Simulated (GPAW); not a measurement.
# How LiCl absorbs and reflects light

Wanted: where LiCl starts to absorb, how strongly, and its refractive index. The cell comes from an older database entry, whose edges can differ from later determinations, mostly by under a per cent.

Program: GPAW 26.7.0. Level of theory: DFT, PBE, plane-wave PAW (GPAW data sets), scalar-relativistic, RPA, optical limit. Results are calculated unless marked as measured.

The database entry behind the starting cell differs from later determinations by our own check (0.1 to 0.3 % short, probably kX units), so it need not match the best structure at ambient conditions.

**1. Starting point**

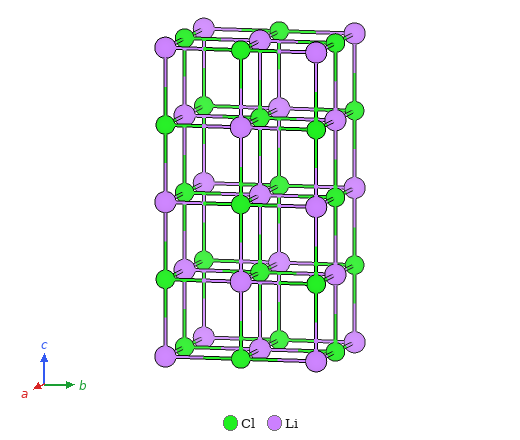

The cell as given, slightly off an axis (chlorine green, lithium purple). 1×1×2 cells are drawn. This picture shows the conventional cell, with its axes. Some periodic images of atoms are drawn too.

**2. Ground state**

The self-consistent density comes first; it also tells whether there is a gap, which decides the occupations and the need for a Drude term.

This step: DFT, PBE, plane-wave PAW (GPAW data sets), scalar-relativistic, ground state (GPAW 26.7.0).

gs.py

```python
from ase import Atoms
from ase.dft.bandgap import bandgap
from gpaw import GPAW, PW, FermiDirac

atoms = Atoms(['Cl', 'Li'],
              cell=[[0.000000000000, 2.564770000000, 2.564770000000],
                    [2.564770000000, 0.000000000000, 2.564770000000],
                    [2.564770000000, 2.564770000000, 0.000000000000]],
              scaled_positions=[[0.500000000000, 0.500000000000, 0.500000000000],
                                [0.000000000000, 0.000000000000, 0.000000000000]],
              pbc=[True, True, True])
atoms.calc = GPAW(mode=PW(500), xc='PBE', kpts={'size': (8, 8, 8), 'gamma': True},
                  occupations=FermiDirac(0.05), maxiter=150, txt='gs.txt')
print('energy (eV)', atoms.get_potential_energy())
print('Fermi level (eV)', atoms.calc.get_fermi_level())
print('valence electrons', atoms.calc.get_number_of_electrons())
print('gap (eV)', bandgap(atoms.calc, output=None)[0])
print('direct gap (eV)', bandgap(atoms.calc, direct=True, output=None)[0])
atoms.calc.write('gs.gpw')
```

Launch:

```
$ OMP_NUM_THREADS=1 python gs.py
```

Numbers of over 12 decimals in the logs are rounded to 6 here.

The log of the run:

```text
__  _  _
 | _ |_)|_||  |
 |__||  | ||/\| - 26.7.0

Versions:
  Python: 3.12.14
  ASE:    3.29.0
  Numpy:  2.5.5
  Scipy:  1.18.1
  Libxc:  7.0.0

Input parameters:
  mode=PW(ecut=500.0),
  kpts=MonkhorstPack(size=(8, 8, 8), gamma=True),
  maxiter=150,
  occupations=Occupations(name='fermi-dirac', width=0.05, fixmagmom=False),
  xc=XC(name='PBE')

Diagonalizing LCAO Hamiltonian
Converting LCAO to pw mode

               Cl

       Li

Atoms  # Å, Bohr magnetons
|   | symbol |        x |        y |        z |    initial magnetic moments |
| 0 |     Cl | 2.564770 | 2.564770 | 2.564770 | ( 0.0000,  0.0000,  0.0000) |
| 1 |     Li | 0.000000 | 0.000000 | 0.000000 | ( 0.0000,  0.0000,  0.0000) |

Unit cell  # Å
| periodic |        x |        y |        z |  lengths |    angles |
|      yes | 0.000000 | 2.564770 | 2.564770 | 3.627133 | 60.000000 |
|      yes | 2.564770 | 0.000000 | 2.564770 | 3.627133 | 60.000000 |
|      yes | 2.564770 | 2.564770 | 0.000000 | 3.627133 | 60.000000 |

Number of symmetries: 48
Symmetry operations  # r_c * U_cc + t_c -> r_c
|    | kind |            matrix            |
|  0 |  σ   |  1, 0, 0,  1, 0,-1,  1,-1, 0 |
|  1 |  C2  |  1, 0, 0,  1,-1, 0,  1, 0,-1 |
|  2 |  E   |  1, 0, 0,  0, 1, 0,  0, 0, 1 |
|  3 |  σ   |  1, 0, 0,  0, 0, 1,  0, 1, 0 |
|  4 |  C4  |  1, 0,-1,  1, 0, 0,  1,-1, 0 |
|  5 |  S6  |  1, 0,-1,  1,-1, 0,  1, 0, 0 |
|  6 |  σ   |  1, 0,-1,  0, 1,-1,  0, 0,-1 |
|  7 |  C3  |  1, 0,-1,  0, 0,-1,  0, 1,-1 |
|  8 |  S6  |  1,-1, 0,  1, 0, 0,  1, 0,-1 |
|  9 |  C4  |  1,-1, 0,  1, 0,-1,  1, 0, 0 |
| 10 |  C3  |  1,-1, 0,  0,-1, 1,  0,-1, 0 |
| 11 |  σ   |  1,-1, 0,  0,-1, 0,  0,-1, 1 |
| 12 |  σ   |  0, 1, 0,  1, 0, 0,  0, 0, 1 |
| 13 |  C4  |  0, 1, 0,  0, 1,-1, -1, 1, 0 |
| 14 |  C3  |  0, 1, 0,  0, 0, 1,  1, 0, 0 |
| 15 |  S6  |  0, 1, 0, -1, 1, 0,  0, 1,-1 |
| 16 |  C2  |  0, 1,-1,  1, 0,-1,  0, 0,-1 |
| 17 |  σ   |  0, 1,-1,  0, 1, 0, -1, 1, 0 |
| 18 |  S4  |  0, 1,-1,  0, 0,-1,  1, 0,-1 |
| 19 |  C4  |  0, 1,-1, -1, 1, 0,  0, 1, 0 |
| 20 |  C3  |  0, 0, 1,  1, 0, 0,  0, 1, 0 |
| 21 |  σ   |  0, 0, 1,  0, 1, 0,  1, 0, 0 |
| 22 |  S6  |  0, 0, 1,  0,-1, 1, -1, 0, 1 |
| 23 |  C4  |  0, 0, 1, -1, 0, 1,  0,-1, 1 |
| 24 |  S4  |  0, 0,-1,  1, 0,-1,  0, 1,-1 |
| 25 |  C3  |  0, 0,-1,  0, 1,-1,  1, 0,-1 |
| 26 |  C2  |  0, 0,-1,  0,-1, 0, -1, 0, 0 |
| 27 |  S6  |  0, 0,-1, -1, 0, 0,  0,-1, 0 |
| 28 |  S4  |  0,-1, 1,  1,-1, 0,  0,-1, 0 |
| 29 |  C4  |  0,-1, 1,  0, 0, 1, -1, 0, 1 |
| 30 |  C2  |  0,-1, 1,  0,-1, 0,  1,-1, 0 |
| 31 |  σ   |  0,-1, 1, -1, 0, 1,  0, 0, 1 |
| 32 |  C3  |  0,-1, 0,  1,-1, 0,  0,-1, 1 |
| 33 |  S6  |  0,-1, 0,  0, 0,-1, -1, 0, 0 |
| 34 |  S4  |  0,-1, 0,  0,-1, 1,  1,-1, 0 |
| 35 |  C2  |  0,-1, 0, -1, 0, 0,  0, 0,-1 |
| 36 |  C2  | -1, 1, 0,  0, 1, 0,  0, 1,-1 |
| 37 |  S6  | -1, 1, 0,  0, 1,-1,  0, 1, 0 |
| 38 |  S4  | -1, 1, 0, -1, 0, 1, -1, 0, 0 |
| 39 |  C3  | -1, 1, 0, -1, 0, 0, -1, 0, 1 |
| 40 |  S6  | -1, 0, 1,  0, 0, 1,  0,-1, 1 |
| 41 |  C2  | -1, 0, 1,  0,-1, 1,  0, 0, 1 |
| 42 |  C3  | -1, 0, 1, -1, 1, 0, -1, 0, 0 |
| 43 |  S4  | -1, 0, 1, -1, 0, 0, -1, 1, 0 |
| 44 |  C2  | -1, 0, 0,  0, 0,-1,  0,-1, 0 |
| 45 |  i   | -1, 0, 0,  0,-1, 0,  0, 0,-1 |
| 46 |  σ   | -1, 0, 0, -1, 1, 0, -1, 0, 1 |
| 47 |  C2  | -1, 0, 0, -1, 0, 1, -1, 1, 0 |

BZ-sampling:
  Number of BZ points: 512
  Number of IBZ points: 29

  Monkhorst-Pack size: [8, 8, 8]
  Monkhorst-Pack shift: [0.0625, 0.0625, 0.0625]

K-points  # in reciprocal-cell coordinates
|     |                                coordinates |     weight |
|   0 | (  0.00000000,   0.00000000,   0.00000000) | 0.00195312 |
|   1 | (  0.12500000,   0.12500000,   0.00000000) | 0.01171875 |
|   2 | (  0.12500000,   0.12500000,   0.12500000) | 0.01562500 |
|   3 | (  0.25000000,   0.12500000,   0.12500000) | 0.02343750 |
|   4 | (  0.25000000,   0.25000000,   0.00000000) | 0.01171875 |
|   5 | (  0.25000000,   0.25000000,   0.12500000) | 0.04687500 |
|   6 | (  0.25000000,   0.25000000,   0.25000000) | 0.01562500 |
|   7 | (  0.37500000,   0.25000000,  -0.37500000) | 0.04687500 |
|   8 | (  0.37500000,   0.25000000,   0.12500000) | 0.04687500 |
|   9 | (  0.37500000,   0.25000000,   0.25000000) | 0.04687500 |
| ... |                                            |            |
|  28 | (  0.50000000,   0.50000000,   0.50000000) | 0.00781250 |

Plane wave coefficients: 877
Cutoff: 500.0 eV

Spin-components: 1 (collinear spins)
Bands:           8
Projectors:      8
Spin-degeneracy: 2
Datatype:        complex128

Parallelization:
  kpt:    1
  domain: 1
  band:   1

Density:
  Valence electrons: 8.0
  Components: 1
  Grid points: [20 20 20]
  Charge: 0.0  # |e|

Potential:
  Grid points: [20 20 20]

species:
  Cl:
    name:    Chlorine
    id:
    Z:       17.0
    valence: 7
    core:    10
    charge:  0.0  # [|e|]
    compensation charges:
      type: gauss
      rc: 0.25  # [Å]
      lmax: 2
    cutoffs:
      filter: 1.40  # [Å]
      core: 1.49  # [Å]
    projectors
    | kind |    occ | energy [eV] | rcut [Å] |
    |   3s |  2.000 |     -20.689 |    0.794 |
    |   3p |  5.000 |      -8.594 |    0.794 |
    |    s |        |       6.523 |    0.794 |
    |    p |        |      18.617 |    0.794 |
    |    d |        |       0.000 |    0.794 |

    Using partial waves for Cl as LCAO basis

  Li:
    name:    Lithium
    id:
    Z:       3.0
    valence: 1
    core:    2
    charge:  0.0  # [|e|]
    compensation charges:
      type: gauss
      rc: 0.33  # [Å]
      lmax: 2
    cutoffs:
      filter: 1.91  # [Å]
      core: 2.55  # [Å]
    projectors
    | kind |    occ | energy [eV] | rcut [Å] |
    |   2s |  1.000 |      -2.874 |    1.058 |
    |   2p |  0.000 |      -1.090 |    1.058 |
    |    s |        |      24.337 |    1.058 |

    Using partial waves for Li as LCAO basis

Reference energy: -12757.737216  # eV

eigensolver:
  PPCG
  Converge bands: occupied
  niter=2

density mixing:
  MSR1-Mixer
  Pratt-step length: 0.05
  Maximum mixing coefficient: 0.75
  Old densities: 10
  SVD Regularization: 0.005
  Good broyden scale: 1.0
  Trust region scale: 1.0
  Backstep threshold: 4.0
  History deletion threshold: 6.0
  Fourier metric: weight=20.0, sigma=0.015

occupation numbers:
  Fermi-Dirac:
    width: 0.0500  # eV

poisson solver:
  ecut: 4000.0  # eV

xc functional:
  name: PBE with 2 nearest neighbor stencil

convergence criteria:
- Maximum [total energy] change in last 3 cyles: 0.0005 eV / valence electron
- Maximum integral of absolute [dens]ity change: 0.0001 electrons / valence electron
- Maximum integral of absolute [eigenst]ate change: 4e-08 eV^2 / valence electron
maximum number of iterations: 150

SCF iterations
|iter     |      energy | eigst |  dens |
|iter:   1||   -7.330817 | -0.90 |       |
|iter:   2||   -7.330331 | -2.70 | -1.29 |
|iter:   3||   -7.335502 | -2.63 | -1.32 |
|iter:   4||   -7.338932 | -3.78 | -1.88 |
|iter:   5||   -7.339230c| -4.68 | -2.53 |
|iter:   6||   -7.339242c| -5.77 | -3.23 |
|iter:   7||   -7.339242c| -7.52c| -4.27c|

Converged in 7 steps
SCF loop duration: 2.059 s (0.294 s/step)
Energy contributions relative to reference atoms: (reference = -12757.737216)

Energy contributions:
  Kinetic:           7.823766
  Coulomb:          -8.128282
  Zero:              0.009457
  External:          0.000000
  Xc:               -7.044183
  Entropy:           0.000000
  Spinorbit:         0.000000
  ----------------------------
  Free energy:      -7.339242
  Extrapolated:     -7.339242

dipole moment: (-2.953843, -2.953843, -2.953843)  # |e|*Ang

Fermi level: 3.610
Eigenvalues  # (at kpt = [0.000, 0.000, 0.000])
| band index |      eig [eV] | occ [0-2] |
|          0 |       -12.652 |     2.000 |
|          1 |         0.748 |     2.000 |
|          2 |         0.748 |     2.000 |
|          3 |         0.748 |     2.000 |
|          4 |         7.071 |     0.000 |
|          5 |        15.311 |     0.000 |
|          6 |        15.311 |     0.000 |
|          7 |        15.311 |     0.000 |

Gap: 6.324 eV
Transition (v -> c):
  (s=0, k=0, n=3, [0.00, 0.00, 0.00]) -> (s=0, k=0, n=4, [0.00, 0.00, 0.00])
No difference between direct/indirect transitions

--- standard output ---
energy (eV) -7.339242
Fermi level (eV) 3.610157
valence electrons 8.0
gap (eV) 6.323527
direct gap (eV) 6.323527
```

Run time: 3.4 s. Hardware: 1 thread of Arm Neoverse V2, shared host; peak memory 0.13 GiB.

This step gave:

- energy: -7.339 eV
- Fermi energy: 3.610 eV
- gap on the k-mesh: 6.324 eV
- direct gap on the mesh: 6.324 eV
- electrons: 8

There is a gap, 6.32 eV on this mesh (points off the mesh can give less), so no carriers' term is needed.

**3. Bands for the response**

The response needs many more empty bands than the density does.

This step: DFT, PBE, plane-wave PAW (GPAW data sets), scalar-relativistic, bands at fixed density (GPAW 26.7.0).

nscf.py

```python
from ase.dft.bandgap import bandgap
from gpaw import GPAW, FermiDirac

calc = GPAW('gs.gpw').fixed_density(kpts={'size': (12, 12, 12), 'gamma': True}, nbands=29, convergence={'bands': 23},
                                    occupations=FermiDirac(0.001), txt='nscf.txt')
print('gap (eV)', bandgap(calc, output=None)[0])
print('direct gap (eV)', bandgap(calc, direct=True, output=None)[0])
print('top band over the Fermi level (eV)', min(calc.get_eigenvalues(kpt=k)[22] for k in range(len(calc.get_ibz_k_points()))) - calc.get_fermi_level())
calc.write('full.gpw', mode='all')
```

Launch:

```
$ OMP_NUM_THREADS=1 python nscf.py
```

The log of the run:

```text
Diagonalizing LCAO Hamiltonian
Converting LCAO to pw mode
convergence criteria:
- Maximum integral of absolute [eigenst]ate change: 4e-08 eV^2 / valence electron
maximum number of iterations: 150

SCF iterations
|iter     |      energy | eigst |  dens |
|iter:   1||             | +3.42 |       |
|iter:   2||             | +1.80 |       |
|iter:   3||             | -0.54 |       |
|iter:   4||             | -2.16 |       |
|iter:   5||             | -3.91 |       |
|iter:   6||             | -5.36 |       |
|iter:   7||             | -6.87 |       |
|iter:   8||             | -7.70c|       |
SCF steps: 8
  __  _  _
 | _ |_)|_||  |
 |__||  | ||/\| - 26.7.0

Versions:
  Python: 3.12.14
  ASE:    3.29.0
  Numpy:  2.5.5
  Scipy:  1.18.1
  Libxc:  7.0.0

Input parameters:
  mode=PW(ecut=500.0),
  convergence={'bands': 23},
  gpts=array([20, 20, 20]),
  kpts=MonkhorstPack(size=(12, 12, 12), gamma=True),
  maxiter=150,
  nbands=29,
  occupations=Occupations(name='fermi-dirac', width=0.001, fixmagmom=False),
  parallel={},
  xc=XC(name='PBE')

--- standard output ---
gap (eV) 6.319491
direct gap (eV) 6.323527
top band over the Fermi level (eV) 30.737903
```

The job ended after 20 s (1 thread; peak memory 0.17 GiB).

This step gave:

| Item | Value |
| --- | --- |
| gap on the k-mesh | 6.319 eV |

(Continued in part 2 of 2.)

[Machine, clock and banner lines and Python warnings are left out of the logs.]

[Logs are printed without paths, hosts, clocks, repeated set-up lines and the standing remarks that a program may print on its own settings, such as how far it seeks lower states.]

[Hosts, paths, dates, database ids (printed as entryN), source tags and the programs' standing remarks are cut or masked in the printed files.]
